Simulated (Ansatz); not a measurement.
**A series of single points on KI**

System: KI (I4/mmm, 2 atoms in the cell).
Method: DFT r2SCAN, scalar-relativistic, plane waves, PAW, no spin polarisation (Ansatz 0.2.0).

The 8 runs differ only in the geometry, by a strain of the cell at fixed fractional positions. Against run 5, the strain is εzz = η. The structure derives from an entry of the Crystallography Open Database.

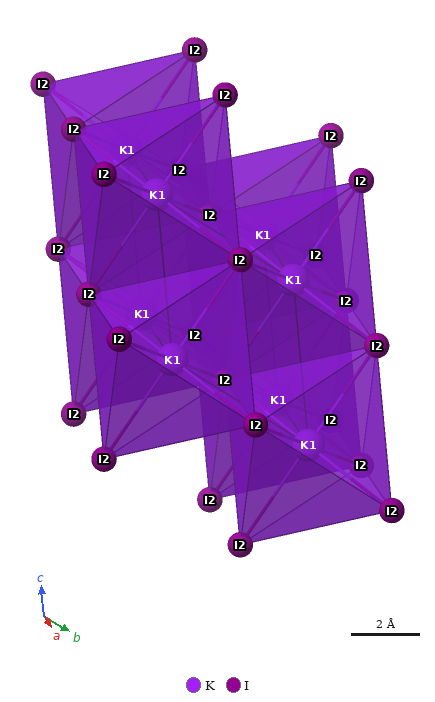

Figure 1. The structure of run 5 (polyhedral view of the reduced cell, seen slightly off an axis; polyhedra are completed across the faces of the cell; atoms are numbered from 1 in the order of the input). An atom can appear more than once, as a periodic image.

**Input of run 5**
```yaml
crystal:
  lattice:
    - [0.0, 3.52455, 3.595041]
    - [3.52455, 0.0, 3.595041]
    - [3.52455, 3.52455, 0.0]
  atoms:
    - { symbol: K, position: [0.0, 0.0, 0.0] }
    - { symbol: I, position: [0.5, 0.5, 0.5] }
basis:
  ecutwfc: 500
kpoints:
  mp_grid: { grid: [6, 6, 6] }
hamiltonian:
  xc: r2scan
scf:
  occupations: { method: gaussian, width: 0.05 }
output:
  forces: true
  stress: true
  eigenvalues: true
```

Command:
```bash
ansatz run input.yaml --threads 1 --pin off --max-ram 2560MiB --backend cpu --events-out ev --progress --plain --runs-dir out
```

Run 7 differs from it as follows:
```diff
-    - [0.0, 3.52455, 3.595041]
-    - [3.52455, 0.0, 3.595041]
+    - [0.0, 3.52455, 3.64790925]
+    - [3.52455, 0.0, 3.64790925]
```

**Results, with one run withheld**

```csv
run,strain parameter η (%),"free energy per atom, from the lowest run given (meV)",pressure (GPa),gap on the mesh (eV)
1,−5.8824,11.62,0.93,4.72
2,−4.9020,6.89,0.73,4.70
3,−3.9216,3.52,0.54,4.67
4,−0.9804,0.00,0.11,4.60
5,0.0000,0.58,0.00,4.58
6,0.9804,1.84,−0.10,4.55
7,1.4706,?,?,?
8,1.9608,3.69,−0.19,4.52
```

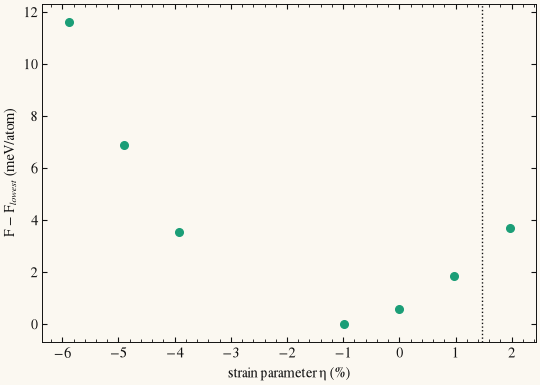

Figure 2. Free energy per atom of the runs given; the dotted line marks run 7.

Fit the runs given and predict run 7.

A cubic polynomial in the coordinate, fitted to the 7 runs given, misses them by at most 0.02 meV per atom. With x = η + 1.8207, it reads F = 0.10258 − 0.52562 x + 0.47549 x² − 0.022835 x³ (meV per atom). At run 7 it gives 2.71 meV per atom, and the run itself gives 2.70. The fit has its minimum at η = −1.2440 %. The gap on the mesh goes, without turning, from 4.72 eV in run 1 to 4.52 eV in run 8; run 7 has 4.54 eV. These are gaps of this functional on this mesh, which can miss the band edges; they aren't the measured gap.

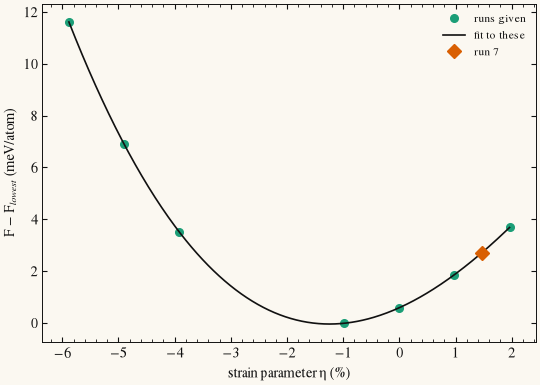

Figure 3. The fit and the withheld run.

**Output, shortened to warnings, some set-up lines, iterations and results (run 7)**
```
Basis set: ecut = 500 eV, 2293 PW (Γ), exchange–correlation on 160×160×160 points (64 copies of the dense FFT grid, shifted against one another)
Symmetry: 16 space group operations
k-points: 30 of 216
Initial density: superposition of atomic densities (neutral atoms: chi_scale 0, normalization atom), corrected by the library's trained network
[...]
SCF iter   1: F=—  HF=-9073.906656 eV  |F-HF|=—  |Δ(HF+E_count)|=         —  Δρ=2.48e-3  dr2=3.57e-3  dr2_τ=6.20e-4  ethr=1.77e-3  ⟨swp⟩=6.6  Hψ=3053  notcnv=0
SCF iter   2: F=—  HF=-9073.915134 eV  |F-HF|=—  |Δ(HF+E_count)|=   8.48e-3  Δρ=9.66e-4  dr2=3.77e-4  dr2_τ=4.50e-5  ethr=1.37e-5  ⟨swp⟩=2.8  Hψ=1260  notcnv=0
SCF iter   3: F=—  HF=-9073.915280 eV  |F-HF|=—  |Δ(HF+E_count)|=   1.46e-4  Δρ=2.41e-4  dr2=2.41e-5  dr2_τ=4.96e-6  ethr=1.45e-6  ⟨swp⟩=2.0  Hψ=900  notcnv=0
SCF iter   4: F=—  HF=-9073.915302 eV  |F-HF|=—  |Δ(HF+E_count)|=   2.21e-5  Δρ=8.66e-5  dr2=1.12e-5  dr2_τ=5.47e-7  ethr=9.28e-8  ⟨swp⟩=2.0  Hψ=900  notcnv=0
SCF iter   5: F=—  HF=-9073.915298 eV  |F-HF|=—  |Δ(HF+E_count)|=   4.12e-6  Δρ=1.14e-5  dr2=1.64e-7  dr2_τ=9.71e-9  ethr=4.29e-8  ⟨swp⟩=2.0  Hψ=900  notcnv=0
SCF iter   6: F=-9073.915298 eV  HF=-9073.915298 eV  |F-HF|=4.34e-9  |Δ(HF+E_count)|=   3.73e-8  Δρ=2.55e-6  dr2=6.02e-9  dr2_τ=4.56e-10  ethr=3.85e-10  ⟨swp⟩=7.2  Hψ=2522  …
SCF 1 converged in 6 iterations: F = -9073.915298 eV  dr2 = 6.02e-9
SCF converged after 6 iterations
Free energy (F): -9073.915298 eV
Harris-Foulkes:  -9073.915298 eV  (|F-HF|=4.34e-9)
Internal energy: -9073.915298 eV  (E = F + TS)
E sigma→0 (E₀):  -9073.915298 eV
Fermi energy:    3.984240 eV
--- Per-component energies (eV) ---
  E_band       = -549.106748
  E_kinetic    = 442.490896
  E_local      = -2861.906092  (includes V_loc(G=0)·N_el)
  E_nonlocal   = -77.407205
  E_hartree    = 1354.388120
  E_xc         = -254.947929
  E_vxc        = -326.264673  (∫ρ·V_xc dr)
  E_paw        = -5627.499874  (= ΣΔE_a)
  E_vpaw       = -454.346822  (= ΣTr[D̂ρ^β])
  E_aug_tail   = -0.000035  (compensation charges beyond the density's cutoff)
  E_vtau       = 19.554842  (kinetic-family band-sum trace: ∫τ·v_τ [+ j·A + Jᵃ·Aᵃ] dr)
  E_ewald      = -2048.910046
  E_core_change = -0.123132  (= ΣΔE_core)
  E_smearing   = -0.000000  (= −TS)
  E_closure    = -0.000000  (closes the sum)
  Σ components = -9073.915298   (vs F -9073.915298, Δ=0.00e0)
--- Forces (eV/Å), atoms counted from 1 ---
  atom   1  K      0.00000000     0.00000000    -0.00000000
  atom   2  I      0.00000000    -0.00000000    -0.00000000
  max |Σ_I F_I| component: 1.02e-28 eV/Å
--- Stress (GPa, compression-positive) ---
        0.117404       0.000000      -0.000000
        0.000000       0.117404      -0.000000
       -0.000000      -0.000000      -0.679360
  P = ⅓ Tr σ = -0.1482 GPa (-1.482 kbar)
```
